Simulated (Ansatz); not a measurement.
**Molecular dynamics, with input and output: KCl (part 2 of 2)**

KCl (4 atoms in the cell); DFT, r2SCAN, plane waves, PAW, no spin polarisation (Ansatz 0.2.0); cutoff 500 eV, 6×6×2 k-mesh, Fermi–Dirac smearing of 0.069 eV. The structure was built on a prototype by a generator. The geometry comes from this level: r2SCAN. It belongs to a series of runs on one base structure; here: npt_langevin at 800 K.

Geometry of the input (Å; fractional positions):
```
5.3438  0.0000  0.0000
-2.6719  4.6279  0.0000
0.0000  0.0000  6.2392
K  0.3333  0.6667  -0.0625
K  0.6667  0.3333  0.4375
Cl 0.3333  0.6667  0.4375
Cl 0.6667  0.3333  0.9375
```

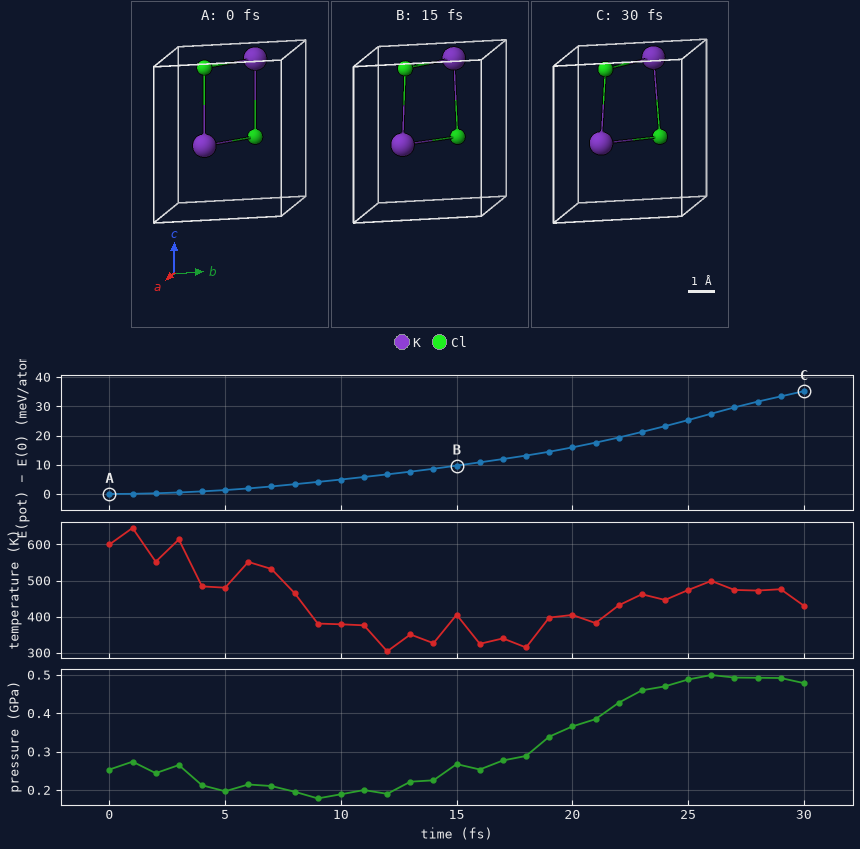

Fig. 1: Frames of the molecular dynamics (ball-and-stick, simulation cell, seen slightly off an axis) above the curves, on which the letters mark them. The trajectory kept here has 31 frames over 30 fs. The temperature starts at 600 K, ranges from 304 to 646 K and averages 421 K over the second half. The potential energy ends 35.2 meV/atom above its first value. The conserved quantity stays within 0.0098 meV/atom. With the common drift removed, the root-mean-square displacement is 0.15 Å.

```
SCF converged after 3 iterations
Free energy (F): -5260.532253 eV
Harris-Foulkes:  -5260.532253 eV  (|F-HF|=7.41e-10)
Internal energy: -5260.532253 eV  (E = F + TS)
E sigma→0 (E₀):  -5260.532253 eV
Fermi energy:    1.807350 eV
--- Per-component energies (eV) ---
  E_band       = -331.583487
  E_kinetic    = 831.606153
  E_local      = -2042.095236  (includes V_loc(G=0)·N_el)
  E_nonlocal   = 81.654636
  E_hartree    = 722.921605
  E_xc         = -477.609554
  E_vxc        = -644.857235  (∫ρ·V_xc dr)
  E_paw        = -2908.928365  (= ΣΔE_a)
  E_vpaw       = -41.019469  (= ΣTr[D̂ρ^β])
  E_aug_tail   = 0.000068  (compensation charges beyond the density's cutoff)
  E_vtau       = 37.284533  (kinetic-family band-sum trace: ∫τ·v_τ [+ j·A + Jᵃ·Aᵃ] dr)
  E_ewald      = -1467.416376
  E_core_change = -0.665184  (= ΣΔE_core)
  E_smearing   = -0.000000  (= −TS)
  E_closure    = 0.000000  (closes the sum)
  Σ components = -5260.532253   (vs F -5260.532253, Δ=0.00e0)
--- Forces (eV/Å), atoms counted from 1 ---
  atom   1  K      0.28779041     0.23308304     0.01230204
  atom   2  K     -0.07226097     0.60629877    -0.27140889
  atom   3  Cl     0.05144036    -0.63685251     0.00319212
  atom   4  Cl    -0.26700785    -0.20255981     0.25600602
  max |Σ_I F_I| component: 9.13e-5 eV/Å
--- Stress (GPa, compression-positive) ---
       -0.054669       0.581081       0.012540
        0.581081       0.961870       0.119030
        0.012540       0.119030       0.073320
  P = ⅓ Tr σ = 0.3268 GPa (3.268 kbar)
--- MD trajectory: 30 steps, t = 0.0 → 30.0 fs ---
  final state: T = 430.3 K   F+E_penalty+E_count = -5260.53225929 eV   E_kin = 0.222467 eV
  conserved energy: peak-to-peak 3.877e-5 eV (9.691e-6 eV/atom) over 30.0 fs
  cell: V = 156.6391 Å³ at the end; means of 31 rows, the approach among them: V = 154.9725 Å³, P_inst = 0.3145 GPa
  mean static stress (GPa): xx -0.0137  yy 0.3974  zz 0.0846  yz 0.0404  xz 0.0028  xy 0.3232
  the result is of one more SCF, on plane waves selected at the last cell: its energy does not rank with the rows'
```

Trajectory as extended XYZ (Å, eV, eV/Å), 31 frames, from step=0 to step=30:
```
4
Lattice="5.3438 0.0000 0.0000 -2.6719 4.6279 0.0000 0.0000 0.0000 6.2392" Properties=species:S:1:pos:R:3:forces:R:3 step=0 time_fs=0.0 energy=-5260.67290 temperature=600.0 pressure_GPa=0.25
K     0.0000    3.0852   -0.3899    0.0000   0.0000   0.0000
K     2.6719    1.5426    2.7296    0.0000   0.0000   0.0000
Cl    0.0000    3.0852    2.7296    0.0000   0.0000   0.0000
Cl    2.6719    1.5426    5.8492    0.0000   0.0000   0.0000
4
Lattice="5.3434 0.0000 0.0000 -2.6717 4.6275 0.0000 0.0000 0.0000 6.2387" Properties=species:S:1:pos:R:3:forces:R:3 step=1 time_fs=1.0 energy=-5260.67265 temperature=645.8 pressure_GPa=0.27
K    -0.0013    3.0806   -0.3904    0.0075   0.0132  -0.0002
K     2.6740    1.5375    2.7335   -0.0091   0.0178  -0.0109
Cl   -0.0041    3.0917    2.7274    0.0099  -0.0182   0.0038
Cl    2.6754    1.5466    5.8474   -0.0083  -0.0128   0.0073
4
Lattice="5.3433 0.0000 0.0000 -2.6716 4.6274 0.0000 0.0000 0.0000 6.2386" Properties=species:S:1:pos:R:3:forces:R:3 step=2 time_fs=2.0 energy=-5260.67194 temperature=552.2 pressure_GPa=0.24
K    -0.0026    3.0761   -0.3905    0.0164   0.0264   0.0000
K     2.6756    1.5335    2.7378   -0.0168   0.0341  -0.0226
Cl   -0.0084    3.0980    2.7262    0.0188  -0.0351   0.0061
Cl    2.6799    1.5507    5.8453   -0.0184  -0.0254   0.0165
4
Lattice="5.3439 0.0000 0.0000 -2.6719 4.6279 0.0000 0.0000 0.0000 6.2393" Properties=species:S:1:pos:R:3:forces:R:3 step=3 time_fs=3.0 energy=-5260.67082 temperature=613.9 pressure_GPa=0.27
K    -0.0037    3.0723   -0.3904    0.0257   0.0390   0.0000
K     2.6769    1.5300    2.7423   -0.0225   0.0507  -0.0343
Cl   -0.0123    3.1053    2.7257    0.0259  -0.0524   0.0080
Cl    2.6850    1.5550    5.8437   -0.0290  -0.0373   0.0263
4
Lattice="5.3453 0.0000 0.0000 -2.6726 4.6291 0.0000 0.0000 0.0000 6.2409" Properties=species:S:1:pos:R:3:forces:R:3 step=4 time_fs=4.0 energy=-5260.66932 temperature=483.8 pressure_GPa=0.21
K    -0.0048    3.0692   -0.3901    0.0345   0.0510   0.0001
K     2.6787    1.5270    2.7469   -0.0275   0.0677  -0.0450
Cl   -0.0159    3.1132    2.7261    0.0320  -0.0702   0.0089
Cl    2.6900    1.5594    5.8428   -0.0390  -0.0485   0.0359
4
Lattice="5.3478 0.0000 0.0000 -2.6739 4.6313 0.0000 0.0000 0.0000 6.2438" Properties=species:S:1:pos:R:3:forces:R:3 step=5 time_fs=5.0 energy=-5260.66755 temperature=480.3 pressure_GPa=0.20
K    -0.0058    3.0668   -0.3903    0.0427   0.0622   0.0008
K     2.6818    1.5244    2.7511   -0.0331   0.0839  -0.0533
Cl   -0.0195    3.1215    2.7272    0.0386  -0.0871   0.0091
Cl    2.6952    1.5638    5.8436   -0.0482  -0.0589   0.0434
4
Lattice="5.3497 0.0000 0.0000 -2.6749 4.6330 0.0000 0.0000 0.0000 6.2461" Properties=species:S:1:pos:R:3:forces:R:3 step=6 time_fs=6.0 energy=-5260.66531 temperature=551.6 pressure_GPa=0.21
K    -0.0066    3.0641   -0.3910    0.0504   0.0734   0.0022
K     2.6853    1.5215    2.7550   -0.0396   0.1012  -0.0618
Cl   -0.0233    3.1298    2.7280    0.0458  -0.1053   0.0087
Cl    2.6997    1.5682    5.8436   -0.0566  -0.0693   0.0508
4
Lattice="5.3505 0.0000 0.0000 -2.6753 4.6337 0.0000 0.0000 0.0000 6.2470" Properties=species:S:1:pos:R:3:forces:R:3 step=7 time_fs=7.0 energy=-5260.66258 temperature=532.1 pressure_GPa=0.21
K    -0.0078    3.0606   -0.3919    0.0586   0.0846   0.0044
K     2.6883    1.5183    2.7586   -0.0454   0.1200  -0.0716
Cl   -0.0268    3.1380    2.7280    0.0521  -0.1250   0.0081
Cl    2.7033    1.5722    5.8422   -0.0653  -0.0795   0.0591
4
Lattice="5.3508 0.0000 0.0000 -2.6754 4.6339 0.0000 0.0000 0.0000 6.2473" Properties=species:S:1:pos:R:3:forces:R:3 step=8 time_fs=8.0 energy=-5260.65953 temperature=465.3 pressure_GPa=0.20
K    -0.0095    3.0572   -0.3930    0.0677   0.0953   0.0064
K     2.6910    1.5148    2.7617   -0.0503   0.1392  -0.0805
Cl   -0.0297    3.1455    2.7273    0.0573  -0.1450   0.0081
Cl    2.7063    1.5761    5.8406   -0.0746  -0.0894   0.0659
4
Lattice="5.3506 0.0000 0.0000 -2.6753 4.6337 0.0000 0.0000 0.0000 6.2471" Properties=species:S:1:pos:R:3:forces:R:3 step=9 time_fs=9.0 energy=-5260.65638 temperature=380.8 pressure_GPa=0.18
K    -0.0111    3.0542   -0.3937    0.0754   0.1052   0.0081
K     2.6938    1.5107    2.7638   -0.0545   0.1591  -0.0869
Cl   -0.0318    3.1522    2.7269    0.0612  -0.1652   0.0077
Cl    2.7081    1.5801    5.8391   -0.0821  -0.0990   0.0711
4
Lattice="5.3506 0.0000 0.0000 -2.6753 4.6338 0.0000 0.0000 0.0000 6.2471" Properties=species:S:1:pos:R:3:forces:R:3 step=10 time_fs=10.0 energy=-5260.65314 temperature=378.8 pressure_GPa=0.19
K    -0.0121    3.0516   -0.3940    0.0812   0.1137   0.0096
K     2.6972    1.5066    2.7652   -0.0586   0.1796  -0.0912
Cl   -0.0336    3.1588    2.7272    0.0649  -0.1860   0.0065
Cl    2.7095    1.5837    5.8380   -0.0875  -0.1071   0.0751
4
Lattice="5.3507 0.0000 0.0000 -2.6753 4.6338 0.0000 0.0000 0.0000 6.2472" Properties=species:S:1:pos:R:3:forces:R:3 step=11 time_fs=11.0 energy=-5260.64964 temperature=375.9 pressure_GPa=0.20
K    -0.0129    3.0490   -0.3941    0.0866   0.1216   0.0103
K     2.7010    1.5026    2.7667   -0.0627   0.2004  -0.0955
Cl   -0.0352    3.1656    2.7275    0.0685  -0.2073   0.0056
Cl    2.7109    1.5868    5.8368   -0.0924  -0.1145   0.0795
4
Lattice="5.3503 0.0000 0.0000 -2.6751 4.6335 0.0000 0.0000 0.0000 6.2467" Properties=species:S:1:pos:R:3:forces:R:3 step=12 time_fs=12.0 energy=-5260.64606 temperature=303.8 pressure_GPa=0.19
K    -0.0136    3.0461   -0.3936    0.0915   0.1291   0.0096
K     2.7047    1.4991    2.7682   -0.0664   0.2198  -0.1010
Cl   -0.0365    3.1718    2.7272    0.0716  -0.2275   0.0059
Cl    2.7119    1.5894    5.8345   -0.0966  -0.1212   0.0854
4
Lattice="5.3501 0.0000 0.0000 -2.6750 4.6333 0.0000 0.0000 0.0000 6.2465" Properties=species:S:1:pos:R:3:forces:R:3 step=13 time_fs=13.0 energy=-5260.64237 temperature=350.6 pressure_GPa=0.22
K    -0.0149    3.0436   -0.3929    0.0986   0.1360   0.0089
K     2.7088    1.4964    2.7703   -0.0706   0.2367  -0.1078
Cl   -0.0377    3.1776    2.7271    0.0751  -0.2452   0.0063
Cl    2.7134    1.5916    5.8322   -0.1030  -0.1273   0.0927
4
Lattice="5.3504 0.0000 0.0000 -2.6752 4.6336 0.0000 0.0000 0.0000 6.2468" Properties=species:S:1:pos:R:3:forces:R:3 step=14 time_fs=14.0 energy=-5260.63841 temperature=326.4 pressure_GPa=0.23
K    -0.0170    3.0415   -0.3920    0.1090   0.1428   0.0079
K     2.7131    1.4942    2.7733   -0.0742   0.2526  -0.1158
Cl   -0.0386    3.1835    2.7271    0.0778  -0.2621   0.0071
Cl    2.7161    1.5938    5.8304   -0.1124  -0.1332   0.1008
4
Lattice="5.3506 0.0000 0.0000 -2.6753 4.6337 0.0000 0.0000 0.0000 6.2471" Properties=species:S:1:pos:R:3:forces:R:3 step=15 time_fs=15.0 energy=-5260.63408 temperature=405.3 pressure_GPa=0.27
K    -0.0193    3.0396   -0.3906    0.1206   0.1492   0.0054
K     2.7174    1.4921    2.7764   -0.0771   0.2697  -0.1241
Cl   -0.0391    3.1898    2.7268    0.0797  -0.2804   0.0092
Cl    2.7191    1.5956    5.8284   -0.1231  -0.1385   0.1093
4
Lattice="5.3508 0.0000 0.0000 -2.6754 4.6339 0.0000 0.0000 0.0000 6.2473" Properties=species:S:1:pos:R:3:forces:R:3 step=16 time_fs=16.0 energy=-5260.62962 temperature=324.7 pressure_GPa=0.25
K    -0.0216    3.0381   -0.3898    0.1325   0.1549   0.0039
K     2.7215    1.4902    2.7794   -0.0788   0.2876  -0.1325
Cl   -0.0387    3.1964    2.7262    0.0803  -0.2997   0.0111
Cl    2.7223    1.5970    5.8263   -0.1341  -0.1429   0.1176
4
Lattice="5.3506 0.0000 0.0000 -2.6753 4.6337 0.0000 0.0000 0.0000 6.2470" Properties=species:S:1:pos:R:3:forces:R:3 step=17 time_fs=17.0 energy=-5260.62511 temperature=339.7 pressure_GPa=0.28
K    -0.0236    3.0368   -0.3897    0.1436   0.1599   0.0045
K     2.7254    1.4878    2.7828   -0.0798   0.3058  -0.1426
Cl   -0.0376    3.2021    2.7258    0.0801  -0.3188   0.0112
Cl    2.7250    1.5983    5.8238   -0.1439  -0.1469   0.1268
4
Lattice="5.3502 0.0000 0.0000 -2.6751 4.6334 0.0000 0.0000 0.0000 6.2466" Properties=species:S:1:pos:R:3:forces:R:3 step=18 time_fs=18.0 energy=-5260.62033 temperature=314.5 pressure_GPa=0.29
K    -0.0258    3.0352   -0.3895    0.1537   0.1647   0.0058
K     2.7295    1.4846    2.7866   -0.0813   0.3245  -0.1529
Cl   -0.0367    3.2069    2.7258    0.0803  -0.3383   0.0109
Cl    2.7268    1.5992    5.8215   -0.1527  -0.1509   0.1362
4
Lattice="5.3499 0.0000 0.0000 -2.6750 4.6332 0.0000 0.0000 0.0000 6.2463" Properties=species:S:1:pos:R:3:forces:R:3 step=19 time_fs=19.0 energy=-5260.61512 temperature=397.5 pressure_GPa=0.34
K    -0.0278    3.0331   -0.3887    0.1639   0.1699   0.0060
K     2.7342    1.4809    2.7901   -0.0825   0.3448  -0.1623
Cl   -0.0354    3.2118    2.7259    0.0800  -0.3595   0.0111
Cl    2.7289    1.6000    5.8194   -0.1614  -0.1553   0.1453
4
Lattice="5.3496 0.0000 0.0000 -2.6748 4.6329 0.0000 0.0000 0.0000 6.2460" Properties=species:S:1:pos:R:3:forces:R:3 step=20 time_fs=20.0 energy=-5260.60915 temperature=404.6 pressure_GPa=0.37
K    -0.0297    3.0310   -0.3879    0.1755   0.1756   0.0054
K     2.7390    1.4769    2.7937   -0.0836   0.3668  -0.1730
Cl   -0.0343    3.2168    2.7255    0.0798  -0.3824   0.0117
Cl    2.7315    1.6008    5.8165   -0.1716  -0.1601   0.1559
4
Lattice="5.3492 0.0000 0.0000 -2.6746 4.6326 0.0000 0.0000 0.0000 6.2455" Properties=species:S:1:pos:R:3:forces:R:3 step=21 time_fs=21.0 energy=-5260.60267 temperature=382.2 pressure_GPa=0.38
K    -0.0315    3.0288   -0.3874    0.1867   0.1812   0.0058
K     2.7434    1.4729    2.7974   -0.0849   0.3899  -0.1844
Cl   -0.0341    3.2220    2.7253    0.0801  -0.4064   0.0116
Cl    2.7340    1.6016    5.8134   -0.1818  -0.1649   0.1670
4
Lattice="5.3493 0.0000 0.0000 -2.6746 4.6326 0.0000 0.0000 0.0000 6.2455" Properties=species:S:1:pos:R:3:forces:R:3 step=22 time_fs=22.0 energy=-5260.59567 temperature=431.3 pressure_GPa=0.43
K    -0.0337    3.0272   -0.3870    0.1972   0.1868   0.0069
K     2.7478    1.4687    2.8015   -0.0856   0.4148  -0.1964
Cl   -0.0340    3.2276    2.7257    0.0795  -0.4321   0.0103
Cl    2.7360    1.6030    5.8105   -0.1911  -0.1696   0.1791
4
Lattice="5.3500 0.0000 0.0000 -2.6750 4.6333 0.0000 0.0000 0.0000 6.2464" Properties=species:S:1:pos:R:3:forces:R:3 step=23 time_fs=23.0 energy=-5260.58805 temperature=462.0 pressure_GPa=0.46
K    -0.0362    3.0257   -0.3862    0.2084   0.1926   0.0072
K     2.7526    1.4642    2.8062   -0.0856   0.4407  -0.2086
Cl   -0.0336    3.2335    2.7265    0.0782  -0.4588   0.0094
Cl    2.7384    1.6044    5.8080   -0.2010  -0.1746   0.1920
4
Lattice="5.3516 0.0000 0.0000 -2.6758 4.6346 0.0000 0.0000 0.0000 6.2482" Properties=species:S:1:pos:R:3:forces:R:3 step=24 time_fs=24.0 energy=-5260.58015 temperature=446.3 pressure_GPa=0.47
K    -0.0392    3.0240   -0.3852    0.2205   0.1986   0.0065
K     2.7580    1.4596    2.8109   -0.0853   0.4663  -0.2194
Cl   -0.0330    3.2395    2.7274    0.0764  -0.4854   0.0094
Cl    2.7412    1.6057    5.8066   -0.2117  -0.1795   0.2035
4
Lattice="5.3542 0.0000 0.0000 -2.6771 4.6369 0.0000 0.0000 0.0000 6.2513" Properties=species:S:1:pos:R:3:forces:R:3 step=25 time_fs=25.0 energy=-5260.57183 temperature=473.7 pressure_GPa=0.49
K    -0.0424    3.0228   -0.3846    0.2329   0.2047   0.0054
K     2.7638    1.4549    2.8155   -0.0839   0.4936  -0.2280
Cl   -0.0321    3.2464    2.7282    0.0735  -0.5137   0.0098
Cl    2.7445    1.6075    5.8064   -0.2225  -0.1847   0.2128
4
Lattice="5.3577 0.0000 0.0000 -2.6789 4.6399 0.0000 0.0000 0.0000 6.2554" Properties=species:S:1:pos:R:3:forces:R:3 step=26 time_fs=26.0 energy=-5260.56306 temperature=499.1 pressure_GPa=0.50
K    -0.0450    3.0216   -0.3845    0.2453   0.2114   0.0047
K     2.7699    1.4503    2.8200   -0.0811   0.5225  -0.2354
Cl   -0.0300    3.2541    2.7293    0.0691  -0.5438   0.0097
Cl    2.7489    1.6096    5.8069   -0.2334  -0.1902   0.2209
4
Lattice="5.3612 0.0000 0.0000 -2.6806 4.6429 0.0000 0.0000 0.0000 6.2594" Properties=species:S:1:pos:R:3:forces:R:3 step=27 time_fs=27.0 energy=-5260.55445 temperature=474.0 pressure_GPa=0.49
K    -0.0476    3.0204   -0.3849    0.2571   0.2176   0.0049
K     2.7763    1.4467    2.8245   -0.0781   0.5497  -0.2431
Cl   -0.0267    3.2621    2.7302    0.0642  -0.5728   0.0093
Cl    2.7530    1.6111    5.8074   -0.2432  -0.1946   0.2290
4
Lattice="5.3645 0.0000 0.0000 -2.6823 4.6458 0.0000 0.0000 0.0000 6.2634" Properties=species:S:1:pos:R:3:forces:R:3 step=28 time_fs=28.0 energy=-5260.54659 temperature=472.3 pressure_GPa=0.49
K    -0.0502    3.0192   -0.3859    0.2677   0.2226   0.0063
K     2.7831    1.4445    2.8292   -0.0757   0.5726  -0.2516
Cl   -0.0227    3.2700    2.7312    0.0594  -0.5981   0.0080
Cl    2.7567    1.6114    5.8079   -0.2514  -0.1971   0.2374
4
Lattice="5.3679 0.0000 0.0000 -2.6840 4.6487 0.0000 0.0000 0.0000 6.2673" Properties=species:S:1:pos:R:3:forces:R:3 step=29 time_fs=29.0 energy=-5260.53941 temperature=476.0 pressure_GPa=0.49
K    -0.0524    3.0178   -0.3873    0.2780   0.2274   0.0093
K     2.7903    1.4431    2.8344   -0.0738   0.5904  -0.2611
Cl   -0.0180    3.2769    2.7327    0.0550  -0.6186   0.0057
Cl    2.7607    1.6113    5.8086   -0.2593  -0.1993   0.2462
4
Lattice="5.3707 0.0000 0.0000 -2.6854 4.6512 0.0000 0.0000 0.0000 6.2706" Properties=species:S:1:pos:R:3:forces:R:3 step=30 time_fs=30.0 energy=-5260.53226 temperature=430.3 pressure_GPa=0.48
K    -0.0536    3.0158   -0.3886    0.2878   0.2331   0.0123
K     2.7974    1.4413    2.8395   -0.0722   0.6063  -0.2714
Cl   -0.0134    3.2826    2.7341    0.0514  -0.6369   0.0032
Cl    2.7647    1.6117    5.8086   -0.2670  -0.2026   0.2560
```
